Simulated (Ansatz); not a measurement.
# Geometry relaxation of Mo14S27 (charge −1) (part 1 of 5)

The run: geometry relaxation of Mo14S27 (defect cell, 41 atoms in the cell, total charge −1). Method and program: DFT r2SCAN, scalar-relativistic, plane waves, PAW, spin-polarised (Ansatz 0.2.0).

The structure derives from a Materials Project entry. It belongs to a series of runs on one base structure; here: S vacancy (site f), charge -1, atoms relaxed at the host's cell, started again with a moment of 3 μB.

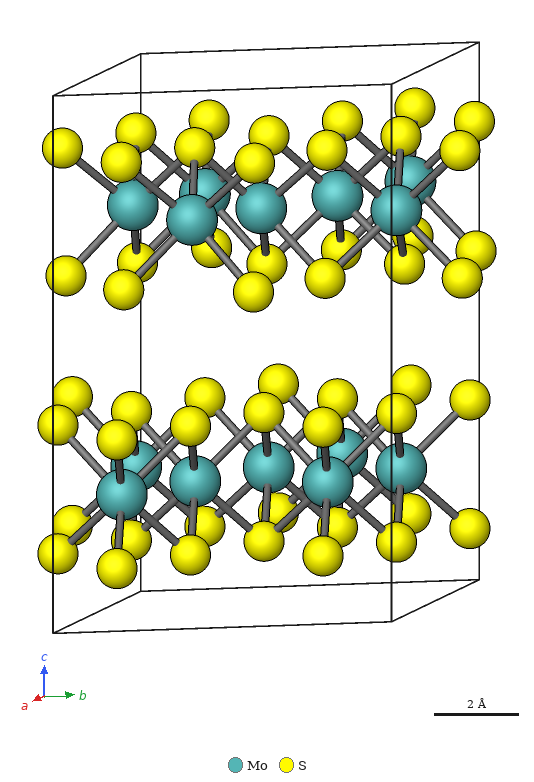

**Figure 1.** The input geometry (ball-and-stick view of the cell of the calculation, seen slightly off an axis; bonded neighbours outside the cell are drawn too). Near neighbours in the crystal (not all of them lie inside the picture): Mo has 6 S at 2.39 to 2.45 Å; Mo has 5 S at 2.37 to 2.41 Å; S has 3 Mo at 2.37 to 2.45 Å.

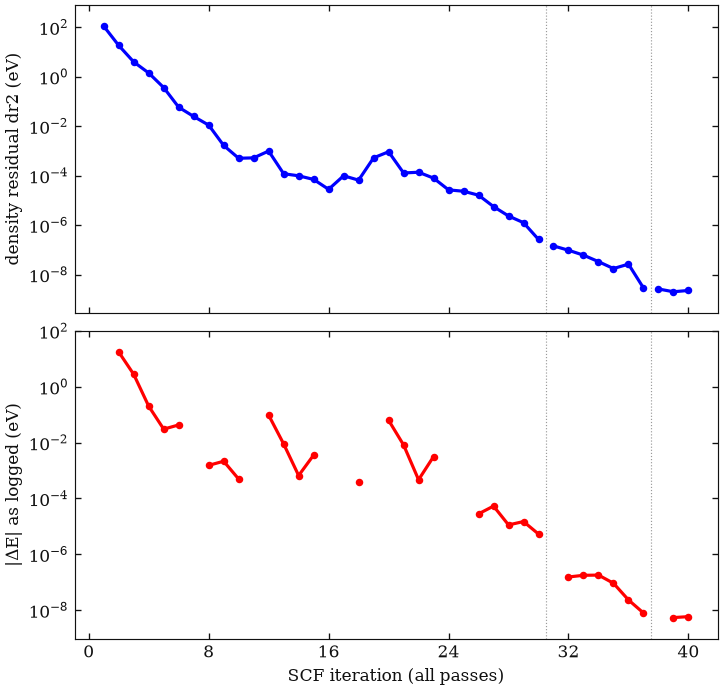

**Figure 2.** Convergence of the self-consistent field: density residual dr2 and size of the energy change against the SCF iteration. Dotted lines part the SCF passes that the log prints in full.

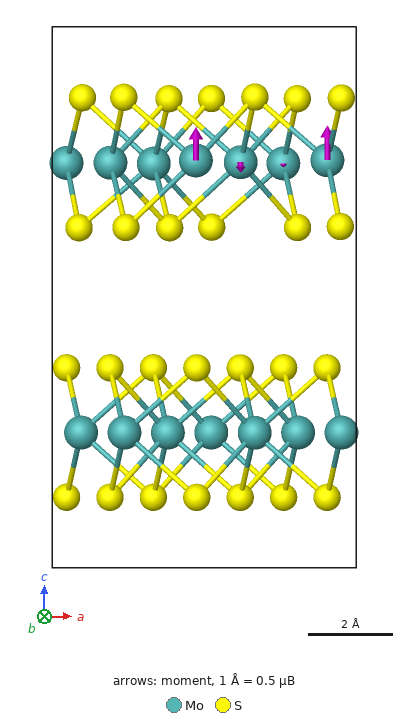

**Figure 3.** Magnetic moments of the sites as pink arrows (ball-and-stick view of the cell of the calculation, along the b axis); small moments hardly show. The run is collinear, so the axis drawn is arbitrary. Site moments: Mo13 (0.42 μB); Mo8 (0.40 μB); Mo9 (−0.13 μB). They are counted near the atoms and needn't add up to the moment of the cell. Atoms are counted from 1 in the order of the input.

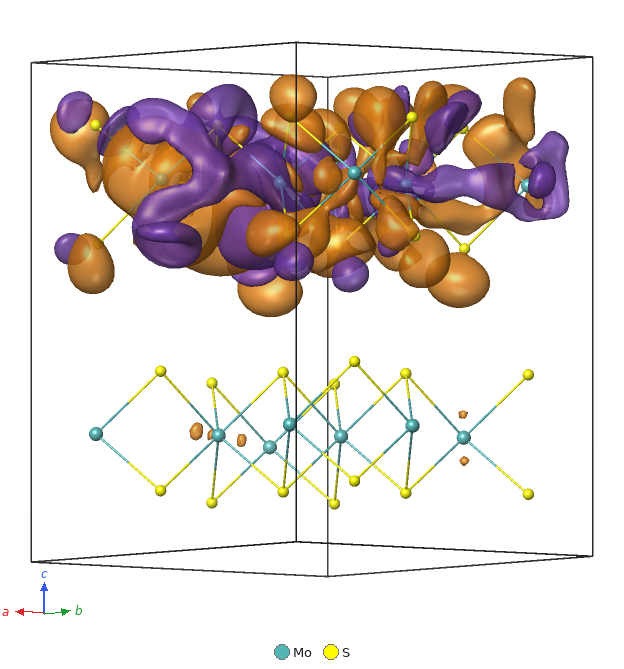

**Figure 4.** Isosurfaces of the magnetisation density (up minus down) at +0.002 (orange) and −0.002 e/Å³ (purple), seen at an oblique angle. Sticks mark near contacts. The outline is the calculation cell. The cell of the calculation (41 atoms) carries 1.0 μB net. Core electrons are frozen (PAW), so the fields are smoothed inside the atomic spheres.

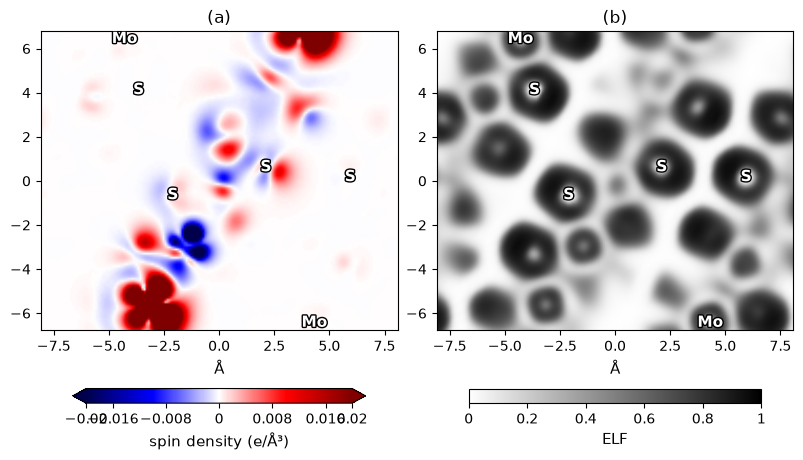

**Figure 5.** (a) spin density (up minus down); (b) electron localisation function on the (111) plane of the calculation cell. The section cuts through Mo and S sites. Mo–S (2.41 Å): the ELF is about 0.45 at the midpoint. The strong features right at Mo lie inside the PAW spheres (semicore, d or f shells) and say nothing about bonding. The cell of the calculation (41 atoms) carries 1.0 μB net.

The input and output of the run follow.

Input
```yaml
crystal:
  lattice:
    - [-1.5921336861, -8.2729693505, 0.0]
    - [7.9606684653, 2.7576564569, 0.0]
    - [0.0, 0.0, 12.9903970672]
  atoms:
    - { symbol: Mo, position: [0.6663257146, 0.3337131248, 0.2496659508] }
    - { symbol: Mo, position: [0.8092307328, 0.7623057903, 0.2501256641] }
    - { symbol: Mo, position: [0.3806051781, 0.476543682, 0.2500796231] }
    - { symbol: Mo, position: [0.9520505564, 0.1909100313, 0.2501142499] }
    - { symbol: Mo, position: [0.5234579587, 0.9052024107, 0.250101495] }
    - { symbol: Mo, position: [0.0948720406, 0.6194364289, 0.2501007041] }
    - { symbol: Mo, position: [0.2377590079, 0.0480445035, 0.2500796178] }
    - { symbol: Mo, position: [0.4727737806, 0.0989222267, 0.7531037468], spin: 1.0 }
    - { symbol: Mo, position: [0.6203239283, 0.5166395892, 0.7498645749], spin: 1.0 }
    - { symbol: Mo, position: [0.1915933109, 0.2389114236, 0.7489249288] }
    - { symbol: Mo, position: [0.7606427663, 0.9522868116, 0.7475966566] }
    - { symbol: Mo, position: [0.3342652667, 0.6675408109, 0.7472878452] }
    - { symbol: Mo, position: [0.90567696, 0.3863099634, 0.7534761506], spin: 1.0 }
    - { symbol: Mo, position: [0.0469500215, 0.8084801802, 0.7484696745] }
    - { symbol: S, position: [0.8075200437, 0.7538299566, 0.6291828191] }
    - { symbol: S, position: [0.3864094852, 0.4725481647, 0.6287891982] }
    - { symbol: S, position: [0.9482071638, 0.1955486512, 0.6309474325] }
    - { symbol: S, position: [0.5248528149, 0.9152245923, 0.6298243265] }
    - { symbol: S, position: [0.0883131645, 0.6151821312, 0.6287173763] }
    - { symbol: S, position: [0.2424949099, 0.0530564604, 0.629208351] }
    - { symbol: S, position: [0.4760434134, 0.0959624179, 0.3696262613] }
    - { symbol: S, position: [0.6187857528, 0.5239240175, 0.36959456] }
    - { symbol: S, position: [0.1901576849, 0.2385063421, 0.3697812074] }
    - { symbol: S, position: [0.761558643, 0.9528220216, 0.3698230211] }
    - { symbol: S, position: [0.332993842, 0.667062119, 0.3697755736] }
    - { symbol: S, position: [0.9041098574, 0.3812932036, 0.3696400816] }
    - { symbol: S, position: [0.0473185752, 0.8099213398, 0.3697988322] }
    - { symbol: S, position: [0.666932898, 0.3322559593, 0.8702441775] }
    - { symbol: S, position: [0.8064816748, 0.7590196078, 0.8672530375] }
    - { symbol: S, position: [0.3843179453, 0.4783805405, 0.8672505162] }
    - { symbol: S, position: [0.9515234839, 0.18918154, 0.8685451922] }
    - { symbol: S, position: [0.5238897876, 0.9044074434, 0.8675904835] }
    - { symbol: S, position: [0.0993530531, 0.621208392, 0.8690631487] }
    - { symbol: S, position: [0.2355349978, 0.0463791104, 0.8698251939] }
    - { symbol: S, position: [0.4756824723, 0.095420962, 0.1302387186] }
    - { symbol: S, position: [0.6186787614, 0.5243781346, 0.1302583707] }
    - { symbol: S, position: [0.1901017178, 0.2385096566, 0.1304011435] }
    - { symbol: S, position: [0.7615766536, 0.9527556728, 0.1304720323] }
    - { symbol: S, position: [0.3330163753, 0.6670624925, 0.1304336524] }
    - { symbol: S, position: [0.904648531, 0.3814136464, 0.1302363707] }
    - { symbol: S, position: [0.0472631969, 0.8099237668, 0.1304368985] }
  host:
    lattice:
      - [3.1842673871, 2.9e-09, 0.0]
      - [-1.592133696, 2.7576564482, 0.0]
      - [0.0, 0.0, 12.9903970672]
    atoms:
      - { symbol: Mo, position: [0.6666666667, 0.3333333333, 0.25] }
      - { symbol: Mo, position: [0.3333333333, 0.6666666667, 0.75] }
      - { symbol: S, position: [0.6666666667, 0.3333333333, 0.630473945] }
      - { symbol: S, position: [0.3333333333, 0.6666666667, 0.369526055] }
      - { symbol: S, position: [0.6666666667, 0.3333333333, 0.869526055] }
      - { symbol: S, position: [0.3333333333, 0.6666666667, 0.130473945] }
total_charge: -1
basis:
  ecutwfc: 500
  xc_grid: 3
kpoints:
  mp_grid: { grid: [2, 2, 2], shift: [0.0, 0.0, 0.0] }
hamiltonian:
  xc: r2scan
scf:
  occupations: { method: gaussian, width: 0.01 }
output:
  forces: true
  stress: false
  eigenvalues: true
  populations: true
  charged_corrections:
    defect_position: [0.66666667, 0.33333333, 0.63047394]
    epsilon: [[14.2195, 0.0, 0.0], [0.0, 14.2195, 0.0], [0.0, 0.0, 4.8115]]
  write_density: true
  write_potential: true
  elf: true
  volumetric_format: npy
magnetization:
  spin_polarized: true
relax:
  adjacent_minimum: "off"
  f_tol: 0.025
  max_steps: 45
```

Launch command:
```bash
ansatz run input.yaml --threads 8 --pin off --max-ram 20480MiB --backend cpu --events-out ev --progress --plain --runs-dir out
```

What the program printed
```
Engine: ansatz 0.2.0, x86_64-unknown-linux-gnu
Pseudopotentials: kind: paw
Pseudopotential: Mo, paw, valence charge 14, recommended cutoff 500 eV (meta_gga), Mo.paw.azcp
Pseudopotential: S, paw, valence charge 6, recommended cutoff 500 eV (meta_gga), S.paw.azcp
Functional definition: r2SCAN
  parameter k0 = 0.174
  parameter k1 = 0.065
  parameter a1 = 4.9479
  exchange = r2scan_x(k0 = k0, k1 = k1, a1 = a1)
  correlation = r2scan_c
Crystal: 41 atoms, lattice volume = 798.491 Å³
Basis set: ecut = 500 eV, 20291 PW (Γ), exchange–correlation on 192×192×288 points (27 copies of the dense FFT grid, shifted against one another)
Bands: 222, of which v1, the nominal top of the filled ones, is band 180 counted from 1 (179 counted from 0)
Symmetry: 1 space group operations
Space group: P1 (ITA 1), of the structure as read, at distance tolerance 9.3e-5 Å
Magnetic group: BNS 1.1 (UNI 1), of the structure as read, at distance tolerance 9.3e-5 Å
k-points: 8
Non-local potential: Mo, projectors of the file, l = 0: 3, l = 1: 2, l = 2: 2, l = 3: 1
Non-local potential: S, projectors of the file, l = 0: 2, l = 1: 2, l = 2: 2
PAW form: soft (Blöchl's): semilocal exchange-correlation on the pseudo side does not see the compensation charge
PAW frozen core: Mo, regenerated for the run's functional (the file was generated under x = pbe(κ = 0.804, μ = 0.2195149727645171), c = pbe(β = 0.06672455060314922))
PAW frozen core: S, regenerated for the run's functional (the file was generated under x = pbe(κ = 0.804, μ = 0.2195149727645171), c = pbe(β = 0.06672455060314922))
PAW one-centre angular grid: Mo, 590 points (default); XC on 160 Gauss nodes
PAW one-centre angular grid: S, 302 points (default); XC on 160 Gauss nodes
Starting moments: Σ|m| = 3 μB on 3 of 41 sites
Initial wavefunctions: pseudopotential atomic-orbital guess
Functional: x = r2scan, c = r2scan; τ floored in thin density (d = 2e-4 eV/Å³)
```
